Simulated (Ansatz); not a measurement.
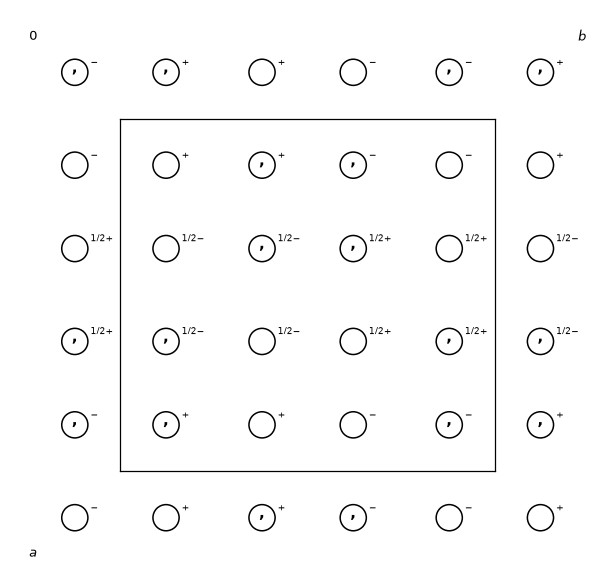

General positions of a space group, projected down c, computed from the operations of a computed or model structure of composition Ge.

A circle is a general position, a comma marks the mirror image, + and − with a fraction give the height (along the projection axis: ½+ is ½ plus the coordinate, − is its negative), and a split circle stands for two positions above each other.

Q: Give the Hermann–Mauguin symbol and number.

A: No. 74, Imma; body-centred orthorhombic, point group mmm, 16 general positions a cell.

Q: Write the general positions (in any order).

A: For each centring vector (0, 0, 0), (1/2, 1/2, 1/2):
x, y, z
−x, −y, −z
−x, −y+1/2, z
x, y+1/2, −z
x, −y, −z
−x, y, z
−x, y+1/2, −z
x, −y+1/2, z
